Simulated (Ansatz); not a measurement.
# What a change does: geometry relaxation on GeSi

System: GeSi (4 atoms in the cell).
Method of run 1: Kohn-Sham DFT of a periodic cell, HSE06, Ansatz PAW, no spin polarisation (Ansatz 0.2.0).

The structure derives from a Materials Project entry. Text and figures count atoms from 1; the logs count them from 0 in places.

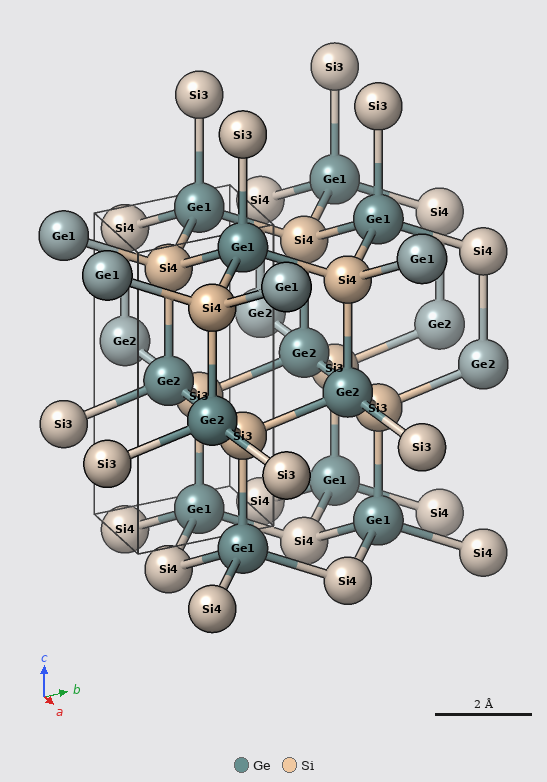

Fig. 1: The input geometry (ball-and-stick view of the cell of the calculation, repeated 2 × 2 × 1, seen slightly off an axis; neighbours outside the cell are drawn fainter; atoms are numbered from 1 in the order of the input). An atom can appear more than once, as a periodic image. Near neighbours in the periodic cell (some may lie outside the picture): Ge has 4 Si at 2.40 to 2.41 Å; Si has 4 Ge at 2.40 to 2.41 Å.

## Input, run 1
```yaml
crystal:
  lattice:
    - [3.9044512986, 0.0, 0.0]
    - [-1.9522256493, 3.3813540124, 0.0]
    - [0.0, 0.0, 6.450783]
  atoms:
    - { symbol: Ge, position: [0.3333333333, 0.6666666667, 0.000392] }
    - { symbol: Ge, position: [0.6666666667, 0.3333333333, 0.500392] }
    - { symbol: Si, position: [0.3333333333, 0.6666666667, 0.374607] }
    - { symbol: Si, position: [0.6666666667, 0.3333333333, 0.874607] }
hamiltonian:
  xc: hse06
  pseudopotentials: { kind: paw }
kpoints:
  mp_grid: { grid: [6, 6, 4] }
scf:
  occupations: { method: fermi_dirac, width: 0.05 }
output:
  forces: true
  stress: true
  eigenvalues: true
relax:
  f_tol: 0.01
  max_steps: 40
  cell: { stress_tol: 0.05 }
```

Hardware: 1 × NVIDIA H100 80GB HBM3, 2 threads of AMD EPYC (Zen 3), 1656 GiB of memory available, shared host.

## Output, shortened to warnings, some set-up lines, iterations and results (run 1)
```
Basis set: ecut = 420 eV, 1689 PW (Γ), exchange–correlation on 54×54×90 points (8 copies of the dense FFT grid, shifted against one another)
Symmetry: 12 space group operations
k-points: 21 of 144 (time reversal used)
Initial density: superposition of atomic densities (neutral atoms: chi_scale 0, normalization atom), corrected by the library's trained network
[...]
SCF iter   1: F=—  HF=-9861.379011 eV  |F-HF|=—  |Δ(HF+E_count)|=         —  Δρ=1.21e-3  dr2=1.14e-3  ethr=1.77e-3  ⟨swp⟩=6.6  Hψ=1931  notcnv=0
SCF iter   2: F=—  HF=-9861.379634 eV  |F-HF|=—  |Δ(HF+E_count)|=   6.23e-4  Δρ=4.99e-4  dr2=1.50e-4  ethr=3.18e-6  ⟨swp⟩=5.1  Hψ=1442  notcnv=0  defer=5
SCF iter   3: F=—  HF=-9861.379763 eV  |F-HF|=—  |Δ(HF+E_count)|=   1.30e-4  Δρ=1.37e-4  dr2=1.28e-5  ethr=3.52e-8  ⟨swp⟩=2.8  Hψ=1923  notcnv=0
SCF iter   4: F=—  HF=-9861.379773 eV  |F-HF|=—  |Δ(HF+E_count)|=   1.02e-5  Δρ=3.48e-5  dr2=9.99e-7  ethr=3.52e-8  ⟨swp⟩=3.3  Hψ=1234  notcnv=0
SCF iter   5: F=—  HF=-9861.379775 eV  |F-HF|=—  |Δ(HF+E_count)|=   1.68e-6  Δρ=7.43e-6  dr2=3.96e-8  ethr=2.77e-9  ⟨swp⟩=3.2  Hψ=1195  notcnv=0
[... 67 lines ...]
SCF 12 converged in 5 iterations: F = -9864.147074 eV  dr2 = 4.99e-12
SCF iter   1: F=—  HF=-9864.147074 eV  |F-HF|=—  |Δ(HF+E_count)|=         —  Δρ=1.40e-7  dr2=2.30e-11  ethr=1.27e-12  ⟨swp⟩=14.7  Hψ=1677  notcnv=1
SCF iter   2: F=-9864.147074 eV  HF=-9864.147074 eV  |F-HF|=7.28e-12  |Δ(HF+E_count)|=  1.09e-11  Δρ=3.52e-8  dr2=1.76e-11  ethr=1.00e-12  ⟨swp⟩=2.0  Hψ=840  notcnv=0
SCF 13 converged in 2 iterations: F = -9864.147074 eV  dr2 = 1.76e-11
relax step   4: F+E_penalty+E_count = -9864.14707399 eV  Δ(F+E_penalty+E_count) = -5.739e-5 eV  max|allowed force component| = 3.112e-3 eV/Å  Δτ_max = 0.0000 Å  P = +0.002 …
basis re-selected at this cell: Δ(F+E_penalty+E_count) = -5.739e-5 eV, ΔP = +0.000 GPa vs the last step (what re-selecting the basis moved, of the pressure what is left beyond the Pulay correction that the steps carried, after the strain that the cell walked since its last selection, with what the …
hybrid SCF converged: 2 outer / 7 inner (+0 warm-up), last move |dexx| = 1.39e-12 eV, tail = 3.75e-11 eV
Stability not checked: this state was not tested for a lower state beside it, because the functional holds exact exchange (a hybrid, or Hartree-Fock), whose exchange loop this test does not read (fock_operator; see scf.lower_state_search)
Free energy (F): -9864.147074 eV
Frozen-core exchange: fock
Harris-Foulkes:  -9864.147074 eV  (|F-HF|=7.28e-12)
Internal energy: -9864.147071 eV  (E = F + TS)
E sigma→0 (E₀):  -9864.147073 eV
Entropy (-TS):   -0.000003 eV (-0.001 meV/atom)
Fermi energy:    7.811085 eV
--- Per-component energies (eV) ---
  E_band       = -385.876570
  E_kinetic    = 301.885310
  E_local      = -5311.588869  (includes V_loc(G=0)·N_el)
  E_nonlocal   = 890.533644
  E_hartree    = 2339.344128
  E_xc         = -211.611186
  E_vxc        = -180.178534  (∫ρ·V_xc dr)
  E_exx        = -120.180180  (= α·E_x^exact, valence–valence)
  E_paw        = -4999.120181  (= ΣΔE_a)
  E_vpaw       = -524.856687  (= ΣTr[D̂ρ^β])
  E_aug_tail   = 0.000687  (compensation charges beyond the density's cutoff)
  E_ewald      = -2752.561445
  E_core_change = -0.848980  (= ΣΔE_core)
  E_smearing   = -0.000003  (= −TS)
  E_closure    = -0.000000  (closes the sum)
  Σ components = -9864.147074   (vs F -9864.147074, Δ=1.82e-12)
--- Forces (eV/Å), atoms counted from 1 ---
  atom   1  Ge     0.00000000    -0.00000000     0.00311260
  atom   2  Ge    -0.00000000     0.00000000     0.00311260
  atom   3  Si     0.00000000    -0.00000000    -0.00311152
  atom   4  Si    -0.00000000     0.00000000    -0.00311152
  max |Σ_I F_I| component: 2.16e-6 eV/Å
--- Stress (GPa, compression-positive) ---
        0.007683       0.000000       0.000000
        0.000000       0.007683       0.000000
        0.000000       0.000000      -0.010546
  P = ⅓ Tr σ = 0.0016 GPa (0.016 kbar)
--- Relaxed structure (3 steps of the walk, 3 accepted, 1 SCFs on fresh bases) ---
[...]
```

The input of run 2 differs as follows (lines with − go, lines with + come):
```diff
-  xc: hse06
+  xc: pbe0
```

What does this change do to the results?

The total energies belong to different methods, so their difference says nothing on which is more stable or more accurate. The gap on the mesh goes from 0.98 to 1.62 eV. The volume per atom goes from 21.37 to 21.32 Å³. The functional changes from HSE06 to PBE0. On the same kind of shared host run 2 took about 0.55 times as long.

## Output, shortened to warnings, some set-up lines, iterations and results (run 2)
```
Basis set: ecut = 420 eV, 1689 PW (Γ), exchange–correlation on 54×54×90 points (8 copies of the dense FFT grid, shifted against one another)
Symmetry: 12 space group operations
k-points: 21 of 144 (time reversal used)
Initial density: superposition of atomic densities (neutral atoms: chi_scale 0, normalization atom), corrected by the library's trained network
[...]
SCF iter   1: F=—  HF=-9861.379479 eV  |F-HF|=—  |Δ(HF+E_count)|=         —  Δρ=1.23e-3  dr2=1.16e-3  ethr=1.77e-3  ⟨swp⟩=6.6  Hψ=1931  notcnv=0
SCF iter   2: F=—  HF=-9861.380093 eV  |F-HF|=—  |Δ(HF+E_count)|=   6.14e-4  Δρ=4.99e-4  dr2=1.50e-4  ethr=3.23e-6  ⟨swp⟩=5.1  Hψ=1440  notcnv=0  defer=5
SCF iter   3: F=—  HF=-9861.380221 eV  |F-HF|=—  |Δ(HF+E_count)|=   1.28e-4  Δρ=1.48e-4  dr2=1.50e-5  ethr=4.07e-8  ⟨swp⟩=2.7  Hψ=1917  notcnv=0
SCF iter   4: F=—  HF=-9861.380232 eV  |F-HF|=—  |Δ(HF+E_count)|=   1.10e-5  Δρ=3.63e-5  dr2=1.00e-6  ethr=4.07e-8  ⟨swp⟩=3.2  Hψ=1232  notcnv=0
SCF iter   5: F=—  HF=-9861.380234 eV  |F-HF|=—  |Δ(HF+E_count)|=   2.04e-6  Δρ=7.05e-6  dr2=3.83e-8  ethr=2.78e-9  ⟨swp⟩=3.2  Hψ=1021  notcnv=0
[... 63 lines ...]
SCF 12 converged in 4 iterations: F = -9864.481435 eV  dr2 = 1.87e-11
SCF iter   1: F=—  HF=-9864.481435 eV  |F-HF|=—  |Δ(HF+E_count)|=         —  Δρ=1.13e-7  dr2=1.57e-11  ethr=2.35e-12  ⟨swp⟩=14.3  Hψ=1712  notcnv=0
SCF iter   2: F=-9864.481435 eV  HF=-9864.481435 eV  |F-HF|=7.28e-12  |Δ(HF+E_count)|=    0.00e0  Δρ=4.46e-8  dr2=1.32e-12  ethr=1.00e-12  ⟨swp⟩=2.0  Hψ=840  notcnv=0
SCF 13 converged in 2 iterations: F = -9864.481435 eV  dr2 = 1.32e-12
relax step   4: F+E_penalty+E_count = -9864.48143540 eV  Δ(F+E_penalty+E_count) = -2.490e-5 eV  max|allowed force component| = 3.642e-3 eV/Å  Δτ_max = 0.0000 Å  P = +0.009 …
basis re-selected at this cell: Δ(F+E_penalty+E_count) = -2.490e-5 eV, ΔP = -0.000 GPa vs the last step (what re-selecting the basis moved, of the pressure what is left beyond the Pulay correction that the steps carried, after the strain that the cell walked since its last selection, with what the …
hybrid SCF converged: 2 outer / 6 inner (+0 warm-up), last move |dexx| = 1.36e-12 eV, tail = 4.07e-12 eV
Stability not checked: this state was not tested for a lower state beside it, because the functional holds exact exchange (a hybrid, or Hartree-Fock), whose exchange loop this test does not read (fock_operator; see scf.lower_state_search)
Free energy (F): -9864.481435 eV
Frozen-core exchange: fock
Harris-Foulkes:  -9864.481435 eV  (|F-HF|=7.28e-12)
Internal energy: -9864.481435 eV  (E = F + TS)
E sigma→0 (E₀):  -9864.481435 eV
Fermi energy:    7.839626 eV
--- Per-component energies (eV) ---
  E_band       = -399.507651
  E_kinetic    = 302.170413
  E_local      = -5308.519878  (includes V_loc(G=0)·N_el)
  E_nonlocal   = 891.296356
  E_hartree    = 2338.074952
  E_xc         = -201.683040
  E_vxc        = -172.594580  (∫ρ·V_xc dr)
  E_exx        = -135.026706  (= α·E_x^exact, valence–valence)
  E_paw        = -4995.096546  (= ΣΔE_a)
  E_vpaw       = -517.957052  (= ΣTr[D̂ρ^β])
  E_aug_tail   = 0.000672  (compensation charges beyond the density's cutoff)
  E_ewald      = -2754.777967
  E_core_change = -0.919690  (= ΣΔE_core)
  E_smearing   = -0.000000  (= −TS)
  E_closure    = -0.000000  (closes the sum)
  Σ components = -9864.481435   (vs F -9864.481435, Δ=1.82e-12)
--- Forces (eV/Å), atoms counted from 1 ---
  atom   1  Ge     0.00000000    -0.00000000     0.00364166
  atom   2  Ge    -0.00000000     0.00000000     0.00364166
  atom   3  Si     0.00000000    -0.00000000    -0.00364201
  atom   4  Si     0.00000000     0.00000000    -0.00364201
  max |Σ_I F_I| component: 6.85e-7 eV/Å
--- Stress (GPa, compression-positive) ---
        0.013983       0.000000      -0.000000
        0.000000       0.013983       0.000000
       -0.000000       0.000000      -0.001569
  P = ⅓ Tr σ = 0.0088 GPa (0.088 kbar)
--- Relaxed structure (3 steps of the walk, 3 accepted, 1 SCFs on fresh bases) ---
[...]
```

## The two runs side by side

| quantity | run 1 | run 2 |
| --- | --- | --- |
| outcome | converged | converged |
| free energy per atom (eV) | −2466.0368 | −2466.1204 |
| gap on the mesh (eV) | 0.98 | 1.62 |
| pressure (GPa) | 0.00 | 0.01 |
| volume per atom (Å³) | 21.37 | 21.32 |
| largest force (eV/Å) | 0.003 | 0.004 |
| irreducible k-points | 21 | 21 |
| wall time (shared host) | 2.1 min | 70 s |
